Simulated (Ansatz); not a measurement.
Input

```
crystal:
  lattice:
    - [4.81353299, 0.0, 0.0]
    - [0.0, 4.81353299, 0.0]
    - [0.0, 0.0, 3.20541541]
  atoms:
    - { symbol: Hf, position: [-0.0004220506, -0.0102132943, 0.0027723006] }
    - { symbol: Hf, position: [0.5, 0.5, 0.5] }
    - { symbol: O, position: [0.19495512, 0.80504488, 0.5] }
    - { symbol: O, position: [0.30504488, 0.30504488, 0.0] }
    - { symbol: O, position: [0.69495512, 0.69495512, 0.0] }
    - { symbol: O, position: [0.80504488, 0.19495512, 0.5] }
basis:
  ecutwfc: 500
  fft_grid_basis: typed
kpoints:
  mp_grid: { grid: [6, 6, 8] }
hamiltonian:
  xc: pbe
  pseudopotentials: { kind: paw }
scf:
  occupations: { method: gaussian, width: 0.05 }
output:
  forces: true
  stress: true
  eigenvalues: true
  bader: true
  write_density: true
  volumetric_format: npy
```

Run with:

```sh
ansatz run input.yaml --threads 2 --pin off --max-ram 4096MiB --backend cpu --events-out ev --progress --plain --runs-dir out
```

The picture shows the cell of the calculation (origin moved) (a = 4.81 Å, b = 4.81 Å, c = 3.21 Å, α = 90.00°, β = 90.00°, γ = 90.00°).

Space group P4_2/mnm; the calculation finds a residual pressure of about 9 GPa at this fixed cell. This isn't the usual form at ambient conditions. The cell comes from a database of computed structures, not from a measurement.

The calculation used DFT PBE, scalar-relativistic, plane waves, PAW (Ansatz 0.2.0).

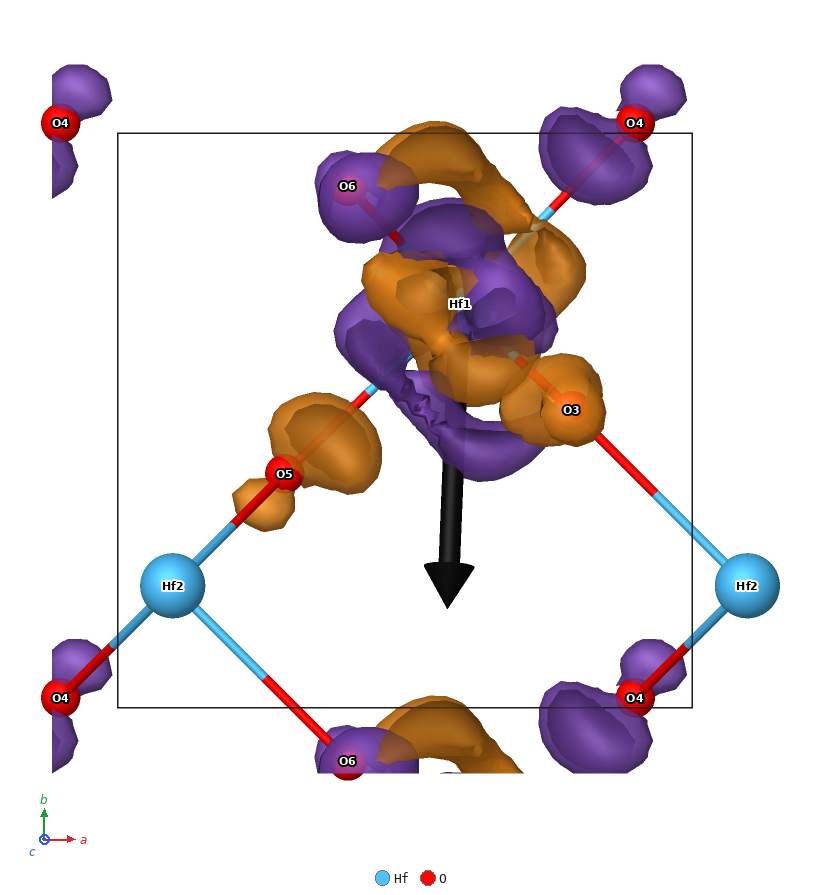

HfO2. Hf1 was moved by 0.05 Å roughly along [0 −1 0] in the axes of the cell drawn (arrow, not to scale). Change of the density less the rigid motion of the neutral atom's own density: orange surfaces at +0.006 and purple ones at −0.006 e/Å³, in the cell of the calculation (origin moved) seen along the c axis.

Core electrons are frozen (PAW), so the fields are smoothed inside the atomic spheres.

> Describe the electronic response.

About 0.08 e is rearranged in the cell. Outside the cores the largest gain lies at the edge of the masked core of O, and the largest loss lies there too, on other sides.

> How much does the computed force on the atom change?

The force on it changes by 0.98 eV/Å along the move, against it: a stiffness of about 20 eV/Å² for this sublattice shift.
